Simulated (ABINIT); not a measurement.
# Run report: Cs, positron calculation

The run: positron calculation of Cs (1 atom in the cell). Method and program: Kohn-Sham DFT of a periodic cell, PBEsol, JTH PAW PBE v2.0, no spin polarisation (ABINIT 10.8.3).

The structure derives from a Materials Project entry.

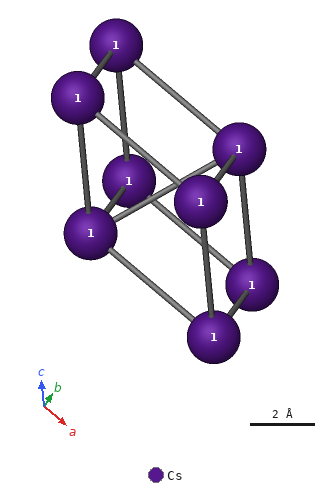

Fig. 1: The input geometry (ball-and-stick view of the cell of the calculation, seen slightly off an axis; atoms are numbered from 1 in the order of the input). Near neighbours in the crystal (not all of them lie inside the picture): Cs has 8 Cs at 5.42 Å.

Input
```
ndtset 2

pp_dirpath "./"
pseudos "Cs.GGA_PBE-JTH.xml"

acell 10.2397841865 10.2397841865 10.2397841865
rprim
    -0.5773502692     0.5773502692     0.5773502692
     0.5773502692    -0.5773502692     0.5773502692
     0.5773502692     0.5773502692    -0.5773502692
ntypat 1
znucl 55
natom 1
typat 1
xred
            0.0            0.0            0.0

ecut 16.0
pawecutdg 32.0
pawxcdev 0

ixc -116133

nstep 80

iomode 3
prteig 0
prtebands 0
prtwf 0

kptopt1 1
ngkpt1 4 4 4
nshiftk1 1
shiftk1 0.0 0.0 0.0
nband1 9
occopt1 6
tsmear1 0.00367493
tolvrs1 1.0e-10
prtden1 1

positron2 1
ixcpositron2 11
getden2 1
kptopt2 0
nkpt2 1
kpt2 0.0 0.0 0.0
nband2 1
occopt2 2
occ2 1.0
posocc2 1.0
toldfe2 1.0e-9
optforces2 0
optstress2 0
prtden2 0
```

Launched with:
```bash
abinit run.abi > log 2>&1
```

Output
```
.Version 10.8.3 of ABINIT
 DATASET    1 : space group Im -3 m (#229); Bravais cI (body-center cubic)
================================================================================
 Values of the parameters that define the memory need for DATASET  1.
     intxc =       0    ionmov =       0      iscf =      17    lmnmax =      18
     lnmax =       6     mgfft =      40  mpssoang =       3    mqgrid =    3001
     natom =       1  nloc_mem =       2    nspden =       1   nspinor =       1
    nsppol =       1      nsym =      48    n1xccc =       1    ntypat =       1
    occopt =       6   xclevel =       2
       mpw =        2539          nfft =       64000          nkpt =           8
 PAW method is used; the additional fine FFT grid is defined by:
   mgfftf=        54    nfftf =    157464
================================================================================
================================================================================

 DATASET    2 : space group Im -3 m (#229); Bravais cI (body-center cubic)
================================================================================
 Values of the parameters that define the memory need for DATASET  2.
     intxc =       0    ionmov =       0      iscf =      17    lmnmax =      18
     lnmax =       6     mgfft =      40  mpssoang =       3    mqgrid =    3001
     natom =       1  nloc_mem =       2    nspden =       1   nspinor =       1
    nsppol =       1      nsym =      48    n1xccc =       1    ntypat =       1
    occopt =       2   xclevel =       2
       mpw =        1246          nfft =       64000          nkpt =           1
 PAW method is used; the additional fine FFT grid is defined by:
   mgfftf=        54    nfftf =    157464
================================================================================
================================================================================

--------------------------------------------------------------------------------
------------- Echo of variables that govern the present computation ------------
--------------------------------------------------------------------------------
 -outvars: echo values of preprocessed input variables --------
            acell      1.0239784186E+01  1.0239784186E+01  1.0239784186E+01 Bohr
              amu      1.32905430E+02
             ecut      1.60000000E+01 Hartree
           getden1          0
           getden2          1
              ixc     -116133
      ixcpositron1          1
      ixcpositron2         11
           jdtset        1    2
           kptopt1          1
           kptopt2          0
         kptrlatt        4    0    0      0    4    0      0    0    4
          kptrlen1     4.09591367E+01
          kptrlen2     3.00000000E+01
            natom           1
            nband1          9
            nband2          1
           ndtset           2
            ngfft          40      40      40
          ngfftdg          54      54      54
             nkpt1          8
             nkpt2          1
            nstep          80
             nsym          48
           ntypat           1
           occopt1          6
           occopt2          2
        optforces1          2
        optforces2          0
        optstress1          1
        optstress2          0
        pawecutdg      3.20000000E+01 Hartree
         pawxcdev           0
         positron1          0
         positron2          1
           prtden1          1
           prtden2          0
        prtebands           0
           prteig           0
            prtwf           0
            rprim     -5.7735026920E-01  5.7735026920E-01  5.7735026920E-01
                       5.7735026920E-01 -5.7735026920E-01  5.7735026920E-01
                       5.7735026920E-01  5.7735026920E-01 -5.7735026920E-01
           shiftk1     0.00000000E+00  0.00000000E+00  0.00000000E+00
           shiftk2     5.00000000E-01  5.00000000E-01  5.00000000E-01
          spgroup         229
           toldfe1     0.00000000E+00 Hartree
           toldfe2     1.00000000E-09 Hartree
           tolvrs1     1.00000000E-10
           tolvrs2     0.00000000E+00
           tsmear1     3.67493000E-03 Hartree
           tsmear2     1.00000000E-02 Hartree
            typat      1
           useylm           1
            znucl       55.00000

================================================================================

 chkinp: Checking input parameters for consistency, jdtset=   1.

 chkinp: Checking input parameters for consistency, jdtset=   2.

================================================================================
== DATASET  1 ==================================================================

--- !DatasetInfo
iteration_state: {dtset: 1, }
dimensions: {natom: 1, nkpt: 8, mband: 9, nsppol: 1, nspinor: 1, nspden: 1, mpw: 2539, }
cutoff_energies: {ecut:  16.0, pawecutdg:  32.0, }
electrons: {nelect:   9.00000000E+00, charge:   0.00000000E+00, occopt:   6.00000000E+00, tsmear:   3.67493000E-03, }
meta: {optdriver: 0, ionmov: 0, optcell: 0, iscf: 17, paral_kgb: 0, }
...

 Real(R)+Recip(G) space primitive vectors, cartesian coordinates (Bohr,Bohr^-1):
 R(1)= -5.9119422  5.9119422  5.9119422  G(1)=  0.0000000  0.0845746  0.0845746
 R(2)=  5.9119422 -5.9119422  5.9119422  G(2)=  0.0845746  0.0000000  0.0845746
 R(3)=  5.9119422  5.9119422 -5.9119422  G(3)=  0.0845746  0.0845746  0.0000000
 Unit cell volume ucvol=  8.2651458E+02 bohr^3
 Angles (23,13,12)=  1.09471221E+02  1.09471221E+02  1.09471221E+02 degrees

 Coarse grid specifications (used for wave-functions):

 getcut: wavevector=  0.0000  0.0000  0.0000  ngfft=  40  40  40
         ecut(hartree)=     16.000   => boxcut(ratio)=   2.17078

 Fine grid specifications (used for densities):

 getcut: wavevector=  0.0000  0.0000  0.0000  ngfft=  54  54  54
         ecut(hartree)=     32.000   => boxcut(ratio)=   2.07092

--- Pseudopotential description ------------------------------------------------
- pspini: atom type   1  psp file is ./Cs.GGA_PBE-JTH.xml
 Pseudopotential format is: paw10
 basis_size (lnmax)=  6 (lmn_size= 18), orbitals=   0   0   1   1   2   2
 Spheres core radius: rc_sph= 2.20660278
 Shapefunction is SIN type: shapef(r)=[sin(pi*r/rshp)/(pi*r/rshp)]**2
 Radius for shape functions =  2.00394208
 Compensation charge density is not taken into account in XC energy/potential

   4.74722240E+02                                ecore*ucvol(ha*bohr**3)
--------------------------------------------------------------------------------

================================================================================

--- !BeginCycle
iteration_state: {dtset: 1, }
solver: {iscf: 17, nstep: 80, nline: 4, wfoptalg: 10, }
tolerances: {tolvrs: 1.00E-10, }
...

     iter   Etot(hartree)      deltaE(h)  residm     nres2
 ETOT  1  -20.441127383282    -2.044E+01 2.137E-02 1.305E-02
 ETOT  2  -20.454555523457    -1.343E-02 8.401E-04 4.673E-03
 ETOT  3  -20.454577852555    -2.233E-05 1.057E-03 1.936E-03
 ETOT  4  -20.454602647452    -2.479E-05 3.106E-04 2.174E-04
 ETOT  5  -20.454606231966    -3.585E-06 5.000E-05 1.461E-05
 ETOT  6  -20.454606398222    -1.663E-07 2.116E-05 3.632E-07
 ETOT  7  -20.454606409557    -1.134E-08 3.186E-06 2.696E-08
 ETOT  8  -20.454606410724    -1.167E-09 4.977E-06 1.712E-09
 ETOT  9  -20.454606410813    -8.849E-11 7.399E-07 7.997E-11

 At SCF step    9       nres2   =  8.00E-11 < tolvrs=  1.00E-10 =>converged.

 Cartesian components of stress tensor (hartree/bohr^3)
  sigma(1 1)=  8.05137658E-06  sigma(3 2)=  0.00000000E+00
  sigma(2 2)=  8.05137658E-06  sigma(3 1)=  0.00000000E+00
  sigma(3 3)=  8.05137658E-06  sigma(2 1)=  0.00000000E+00

--- !ResultsGS
iteration_state: {dtset: 1, }
comment   : Summary of ground state results
lattice_vectors:
- [ -5.9119422,   5.9119422,   5.9119422, ]
- [  5.9119422,  -5.9119422,   5.9119422, ]
- [  5.9119422,   5.9119422,  -5.9119422, ]
lattice_lengths: [  10.23978,   10.23978,   10.23978, ]
lattice_angles: [109.471, 109.471, 109.471, ] # degrees, (23, 13, 12)
lattice_volume:   8.2651458E+02
convergence: {deltae: -8.849E-11, res2:  7.997E-11, residm:  7.399E-07, diffor: null, }
etotal    :  -2.04546064E+01
entropy   :   0.00000000E+00
fermie    :   6.83554613E-03
cartesian_stress_tensor: # hartree/bohr^3
- [  8.05137658E-06,   0.00000000E+00,   0.00000000E+00, ]
- [  0.00000000E+00,   8.05137658E-06,   0.00000000E+00, ]
- [  0.00000000E+00,   0.00000000E+00,   8.05137658E-06, ]
pressure_GPa:  -2.3688E-01
xred      :
- [  0.0000E+00,   0.0000E+00,   0.0000E+00, Cs]
cartesian_forces: # hartree/bohr
- [ -0.00000000E+00,  -0.00000000E+00,  -0.00000000E+00, ]
force_length_stats: {min:   0.00000000E+00, max:   0.00000000E+00, mean:   0.00000000E+00, }
...

 Integrated electronic density in atomic spheres:
 ------------------------------------------------
 Atom  Sphere_radius  Integrated_density
    1        2.20660          5.36337030

================================================================================

 ----iterations are completed or convergence reached----

 Mean square residual over all n,k,spin=   12.320E-09; max=  73.991E-08
 reduced coordinates (array xred) for    1 atoms
       0.000000000000      0.000000000000      0.000000000000
 rms dE/dt=  0.0000E+00; max dE/dt=  0.0000E+00; dE/dt below (all hartree)
    1       0.000000000000      0.000000000000      0.000000000000

 cartesian coordinates (angstrom) at end:
    1      0.00000000000000     0.00000000000000     0.00000000000000

 cartesian forces (hartree/bohr) at end:
    1     -0.00000000000000    -0.00000000000000    -0.00000000000000
 frms,max,avg= 0.0000000E+00 0.0000000E+00   0.000E+00  0.000E+00  0.000E+00 h/b

 cartesian forces (eV/Angstrom) at end:
    1     -0.00000000000000    -0.00000000000000    -0.00000000000000
 frms,max,avg= 0.0000000E+00 0.0000000E+00   0.000E+00  0.000E+00  0.000E+00 e/A
 length scales= 10.239784186500 10.239784186500 10.239784186500 bohr
              =  5.418660432385  5.418660432385  5.418660432385 angstroms
 Fermi (or HOMO) energy (hartree) =   0.00684   Average Vxc (hartree)=  -0.19752
 Eigenvalues (hartree) for nkpt=   8  k points:
 kpt#   1, nband=  9, wtk=  0.01563, kpt=  0.0000  0.0000  0.0000 (reduced coord)
  -0.87195   -0.38371   -0.38371   -0.38371   -0.05308    0.09667    0.09667    0.09667
   0.12701
      occupation numbers for kpt#   1
   2.00000    2.00000    2.00000    2.00000    2.00000    0.00000    0.00000    0.00000
   0.00000
 prteigrs : prtvol=0 or 1, do not print more k-points.

--- !EnergyTerms
iteration_state     : {dtset: 1, }
comment             : Components of total free energy in Hartree
kinetic             :  5.25483716635718E+00
hartree             :  5.18979316778270E+00
xc                  : -1.21228826136946E+01
Ewald energy        : -1.24653583205268E+01
psp_core            :  5.74366442663571E-01
local_psp           : -1.47619139447372E+01
PAW spherical_terms :  7.87698949139536E+00
internal            : -2.04541686107599E+01
'-kT*entropy'       : -4.34928695970723E-04
total_energy        : -2.04546035394558E+01
total_energy_eV     : -5.56598117420543E+02
...

--- !EnergyTermsDC
iteration_state     : {dtset: 1, }
comment             : '"Double-counting" decomposition of free energy'
band_energy         : -4.06849376177716E+00
Ewald energy        : -1.24653583205268E+01
psp_core            :  5.74366442663571E-01
xc_dc               : -1.23078796181296E+01
PAW spherical_terms :  7.81319377565301E+00
internal            : -2.04541714821169E+01
'-kT*entropy'       : -4.34928695970723E-04
total_energy_dc     : -2.04546064108129E+01
total_energy_dc_eV  : -5.56598195554149E+02
...

--- !EnergyTermsWithPAWCore
iteration_state     : {dtset: 1, }
comment             : 'Components of total free energy, including PAW core contributions'
Total energy        : -7.78384829003140E+03
Total energy DC     : -7.78384829290275E+03
Total energy (eV)   : -2.11809302300163E+05
Total energy DC (eV): -2.11809302378297E+05
...

 Cartesian components of stress tensor (hartree/bohr^3)
  sigma(1 1)=  8.05137658E-06  sigma(3 2)=  0.00000000E+00
  sigma(2 2)=  8.05137658E-06  sigma(3 1)=  0.00000000E+00
  sigma(3 3)=  8.05137658E-06  sigma(2 1)=  0.00000000E+00

-Cartesian components of stress tensor (GPa)         [Pressure= -2.3688E-01 GPa]
- sigma(1 1)=  2.36879677E-01  sigma(3 2)=  0.00000000E+00
- sigma(2 2)=  2.36879677E-01  sigma(3 1)=  0.00000000E+00
- sigma(3 3)=  2.36879677E-01  sigma(2 1)=  0.00000000E+00

================================================================================
== DATASET  2 ==================================================================

--- !DatasetInfo
iteration_state: {dtset: 2, }
dimensions: {natom: 1, nkpt: 1, mband: 1, nsppol: 1, nspinor: 1, nspden: 1, mpw: 1246, }
cutoff_energies: {ecut:  16.0, pawecutdg:  32.0, }
electrons: {nelect:   1.00000000E+00, charge:   0.00000000E+00, occopt:   2.00000000E+00, tsmear:   1.00000000E-02, }
meta: {optdriver: 0, ionmov: 0, optcell: 0, iscf: 17, paral_kgb: 0, }
...

 mkfilename : getden/=0, take file _DEN from output of DATASET   1.

 Real(R)+Recip(G) space primitive vectors, cartesian coordinates (Bohr,Bohr^-1):
 R(1)= -5.9119422  5.9119422  5.9119422  G(1)=  0.0000000  0.0845746  0.0845746
 R(2)=  5.9119422 -5.9119422  5.9119422  G(2)=  0.0845746  0.0000000  0.0845746
 R(3)=  5.9119422  5.9119422 -5.9119422  G(3)=  0.0845746  0.0845746  0.0000000
 Unit cell volume ucvol=  8.2651458E+02 bohr^3
 Angles (23,13,12)=  1.09471221E+02  1.09471221E+02  1.09471221E+02 degrees

 Coarse grid specifications (used for wave-functions):

 getcut: wavevector=  0.0000  0.0000  0.0000  ngfft=  40  40  40
         ecut(hartree)=     16.000   => boxcut(ratio)=   2.17078

 Fine grid specifications (used for densities):

 getcut: wavevector=  0.0000  0.0000  0.0000  ngfft=  54  54  54
         ecut(hartree)=     32.000   => boxcut(ratio)=   2.07092

--- Pseudopotential description ------------------------------------------------
- pspini: atom type   1  psp file is ./Cs.GGA_PBE-JTH.xml
 Pseudopotential format is: paw10
 basis_size (lnmax)=  6 (lmn_size= 18), orbitals=   0   0   1   1   2   2
 Spheres core radius: rc_sph= 2.20660278
 Shapefunction is SIN type: shapef(r)=[sin(pi*r/rshp)/(pi*r/rshp)]**2
 Radius for shape functions =  2.00394208
 Compensation charge density is not taken into account in XC energy/potential

--------------------------------------------------------------------------------

================================================================================

--- !BeginCycle
iteration_state: {dtset: 2, }
solver: {iscf: 17, nstep: 80, nline: 4, wfoptalg: 10, }
tolerances: {toldfe: 1.00E-09, }
...

     iter   Etot(hartree)      deltaE(h)  residm     nres2
 ETOT  1  -20.444808652816    -2.044E+01 6.787E-01 2.644E-02
 ETOT  2  -20.724951445405    -2.801E-01 1.433E+00 1.186E-02
 ETOT  3  -20.737563098054    -1.261E-02 2.273E-02 1.588E-02
 ETOT  4  -20.737689107534    -1.260E-04 6.784E-04 1.429E-02
 ETOT  5  -20.737691417007    -2.309E-06 1.725E-06 7.049E-04
 ETOT  6  -20.737691445384    -2.838E-08 4.421E-09 5.524E-04
 ETOT  7  -20.737691445890    -5.055E-10 5.214E-10 1.021E-04
 ETOT  8  -20.737691445899    -9.202E-12 1.470E-12 3.296E-05

 At SCF step    8, etot is converged :
  for the second time, diff in etot=  9.202E-12 < toldfe=  1.000E-09

--- !ResultsGS
iteration_state: {dtset: 2, }
comment   : Summary of ground state results
lattice_vectors:
- [ -5.9119422,   5.9119422,   5.9119422, ]
- [  5.9119422,  -5.9119422,   5.9119422, ]
- [  5.9119422,   5.9119422,  -5.9119422, ]
lattice_lengths: [  10.23978,   10.23978,   10.23978, ]
lattice_angles: [109.471, 109.471, 109.471, ] # degrees, (23, 13, 12)
lattice_volume:   8.2651458E+02
convergence: {deltae: -9.202E-12, res2:  3.296E-05, residm:  1.470E-12, diffor:  0.000E+00, }
etotal    :  -2.07376914E+01
entropy   :   0.00000000E+00
fermie    :  -2.83085035E-01
cartesian_stress_tensor: null
pressure_GPa: null
xred      :
- [  0.0000E+00,   0.0000E+00,   0.0000E+00, Cs]
cartesian_forces: null
force_length_stats: {min: null, max: null, mean: null, }
...

 Integrated electronic density in atomic spheres:
 ------------------------------------------------
 Atom  Sphere_radius  Integrated_density
    1        2.20660          0.00386121

--------------------------------------------------------------------------------
 Results for electron-positron annihilation:

 # Zero-positron density limit of Arponen and Pajanne fitted by Sterne & Kaiser
   Ref.: P.A. Sterne and J.H. Kaiser, Phys. Rev. B 43, 13892 (1991)
 # Enhancement factor of Sterne & Kaiser
   Ref.: P.A. Sterne and J.H. Kaiser, Phys. Rev. B 43, 13892 (1991)

 Positron lifetime                         (ps)   =  3.99030526E+02
 Positron lifetime with IPM for core elec. (ps)   =  3.99500402E+02
 Annihilation rate                         (ns-1) =  2.50607394E+00
 Annihilation rate with IPM for core elec. (ns-1) =  2.50312639E+00

 Annihilation rate core/valence decomposition:
   Core    contribution to ann.rate          (ns-1) =  1.53632454E-02
   Valence contribution to ann.rate          (ns-1) =  2.49071069E+00
   Core    contribution to ann.rate with IPM (ns-1) =  1.17082916E-02
   Valence contribution to ann.rate with IPM (ns-1) =  2.49141810E+00

 Annihilation rate PAW decomposition:
   Plane-wave contribution to ann.rate          (ns-1) =  2.52073000E+00
   Plane-wave valence contribution to ann.rate  (ns-1) =  2.49225669E+00
   On-site core contribution to ann.rate        (ns-1) = -1.31100635E-02
   On-site valence contribution to ann.rate     (ns-1) = -1.54599613E-03
   Plane-wave contribution to ann.rate with IPM (ns-1) =  2.51175030E+00
   Plane-wave core contrb. to ann.rate with IPM (ns-1) =  1.78030244E-02

      (*) IPM=Independent particle Model

================================================================================

 ----iterations are completed or convergence reached----

 Mean square residual over all n,k,spin=   14.699E-13; max=  14.699E-13
 reduced coordinates (array xred) for    1 atoms
       0.000000000000      0.000000000000      0.000000000000
 rms dE/dt=  0.0000E+00; max dE/dt=  0.0000E+00; dE/dt below (all hartree)
    1       0.000000000000      0.000000000000      0.000000000000

 cartesian coordinates (angstrom) at end:
    1      0.00000000000000     0.00000000000000     0.00000000000000
 length scales= 10.239784186500 10.239784186500 10.239784186500 bohr
              =  5.418660432385  5.418660432385  5.418660432385 angstroms
 Fermi (or HOMO) energy (hartree) =  -0.28309   Average Vxc (hartree)=  -0.26014
 Eigenvalues (hartree) for nkpt=   1  k points:
 kpt#   1, nband=  1, wtk=  1.00000, kpt=  0.0000  0.0000  0.0000 (reduced coord)
  -0.28309

--- !EnergyTerms
iteration_state     : {dtset: 2, }
comment             : Components of total free energy in Hartree
kinetic             :  1.95532183504489E-02
local_psp           : -2.36462763809482E-01
PAW spherical_terms :  9.22037402145155E-05
positronic          : -2.16817341718820E-01
electronic          : -2.04546064108129E+01
electron_positron_interaction: -6.56980468761634E-02
total_energy        : -2.07371217994079E+01
total_energy_eV     : -5.64285830913640E+02
...

--- !EnergyTermsDC
iteration_state     : {dtset: 2, }
comment             : '"Double-counting" decomposition of free energy'
band_energy         : -2.83085035086208E-01
PAW spherical_terms :  0.00000000000000E+00
electron_positron_dc:  6.56980468761598E-02
positronic          : -2.17386988210049E-01
electronic          : -2.04546064108129E+01
electron_positron_interaction: -6.56980468761634E-02
total_energy_dc     : -2.07376914458991E+01
total_energy_dc_eV  : -5.64301331784337E+02
...

== END DATASET(S) ==============================================================
================================================================================

 -outvars: echo values of variables after computation  --------
            acell      1.0239784186E+01  1.0239784186E+01  1.0239784186E+01 Bohr
           etotal1    -2.0454606411E+01
           etotal2    -2.0737691446E+01
            fcart1    -0.0000000000E+00 -0.0000000000E+00 -0.0000000000E+00
            fcart2     9.9999999999E+99  9.9999999999E+99  9.9999999999E+99
            rprim     -5.7735026920E-01  5.7735026920E-01  5.7735026920E-01
                       5.7735026920E-01 -5.7735026920E-01  5.7735026920E-01
                       5.7735026920E-01  5.7735026920E-01 -5.7735026920E-01
           strten1     8.0513765826E-06  8.0513765826E-06  8.0513765826E-06
                       0.0000000000E+00  0.0000000000E+00  0.0000000000E+00
           strten2     9.9999999999E+99  9.9999999999E+99  9.9999999999E+99
                       9.9999999999E+99  9.9999999999E+99  9.9999999999E+99
 Calculation completed.
```

Key numbers

```csv
quantity,value
outcome,converged
space group (tolerance 0.01 Å),Im-3m (229)
electrons treated,9
free energy,−556.5982 eV
positron lifetime (one of the program's estimates),399.0 ps
Fermi energy,0.186 eV
gap on the k-point mesh,none (metallic)
pressure,−0.24 GPa
largest force (length of the vector),under 0.001 eV/Å
hardware,"1 thread of AMD EPYC (Zen 3), 32 GiB of memory available, shared host"
wall time,9.5 s
peak memory,0.11 GiB
```

Remarks

Points of doubt noted for this run: PAW basis incomplete for positron.
